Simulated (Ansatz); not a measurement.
The coordinates of a crystal:

```
Si Ge
1.0
     4.50736    0.00000    0.00000
     0.00000    4.50736    0.00000
     0.00000    0.00000    5.54292
Si Ge
2 2
Direct
  0.00000 0.00000 0.00000
  0.50000 0.50000 0.50000
  0.50000 0.00000 0.25000
  0.00000 0.50000 0.75000
```

### Interpret the file: composition, symmetry and coordination.

Chemical formula SiGe. The atoms follow space group I-4m2 (No. 119); the Bravais lattice is body-centred tetragonal. It has 4 atoms to the cell (2 Si, 2 Ge). About every Si there are four Ge in a distorted tetrahedral arrangement at 2.65 Å. Ge bonds to four Si in a distorted tetrahedral arrangement at 2.65 Å. The bonds build a three-dimensional framework.

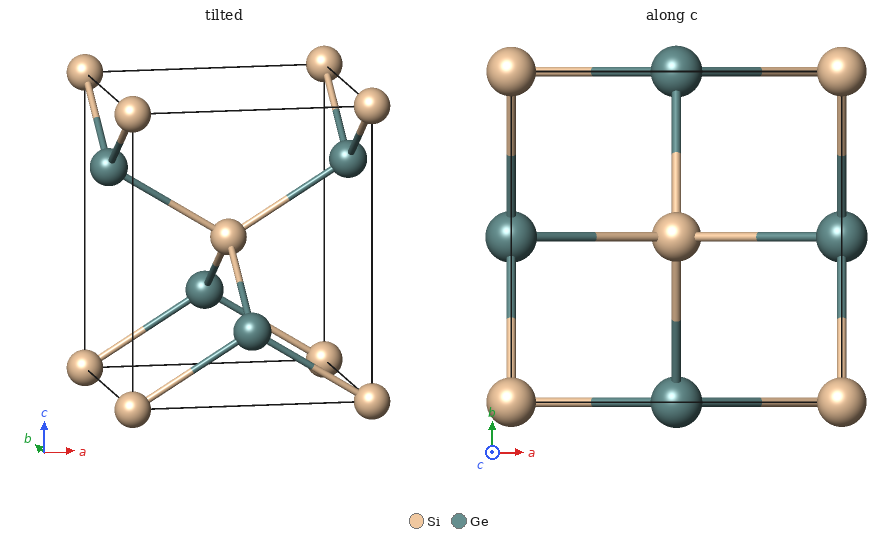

Structure drawing (ball-and-stick), viewed slightly off an axis and along the c axis. One conventional unit cell is framed, with atoms on its boundary repeated.

The structure comes from a structure listed in the Materials Project. The cell was then strained or its atoms displaced on purpose. It was run through Ansatz as a DFT input.

At this level of theory the cell isn't at rest (stretched, at -12 GPa), so its distances can differ from those at equilibrium, the more so the softer the solid.
